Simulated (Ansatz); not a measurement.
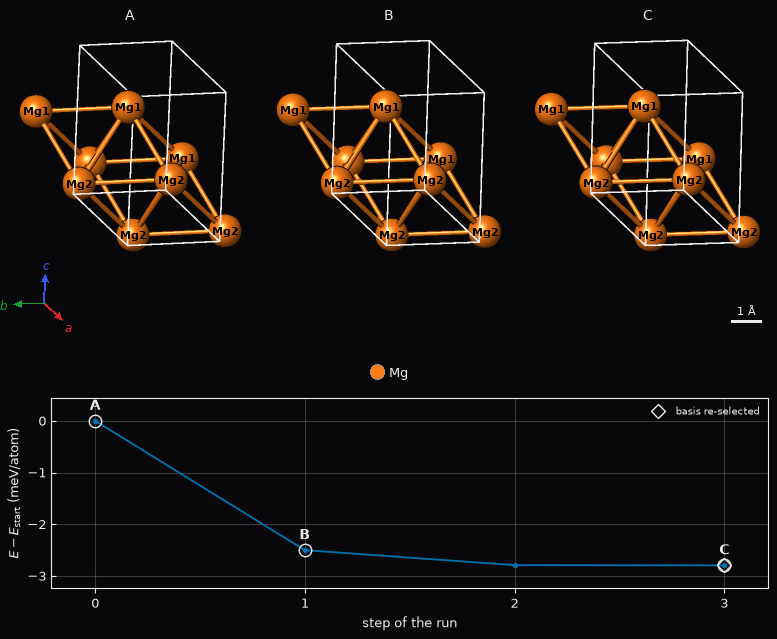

Frames of a relaxation of solid Mg (set up in C2/m), marked on the history of the run. Style: ball-and-stick. Shown: the reduced cell, repeated 2 × 2 × 1 with one cell outlined, from a free direction. Lengths and directions refer to the drawn axes.

Case: 4 of 4 Li taken out, relaxed.

Computed with DFT PBE, scalar-relativistic, plane waves, PAW in Ansatz. Settings: plane-wave cutoff 420 eV; k-point mesh 14 × 14 × 8; occupations gaussian; smearing width 0.1 eV; no spin polarisation; cell and atoms relaxed; force threshold 0.025 eV/Å; at most 70 steps.

### Describe the path.

The energy falls by 2.8 meV per atom in 2 accepted moves (3 points after the start). Pressure: 0.39 GPa at the start and 0.01 GPa at the end. At 1 point the geometry stayed and the basis and grid were re-selected for the new cell (energy shift of less than 0.05 meV per atom at most each time). No atom moves by more than 0.005 Å relative to the cell. The drawn cell changes as follows: a = b 3.168 → 3.196 Å (+0.9 %), c 5.518 → 5.534 Å (+0.3 %), α 92.3° → 90.7°, β 104.7° → 106.1°, γ 119.3° → 120.0°; the volume changes by +1.0 %. Some distances before and after: Mg1–Mg2 3.126 → 3.178 Å, Mg1–Mg1 3.168 → 3.196 Å, Mg1–Mg2 (another image) 3.236 → 3.213 Å, Mg1–Mg1 (another image) 3.203 → 3.197 Å. The space group stays C2/m (No. 12). From step 0 to 1: volume +0.8 %, energy −2.5 meV per atom. From step 1 to 3: volume +0.2 %, energy −0.3 meV per atom.
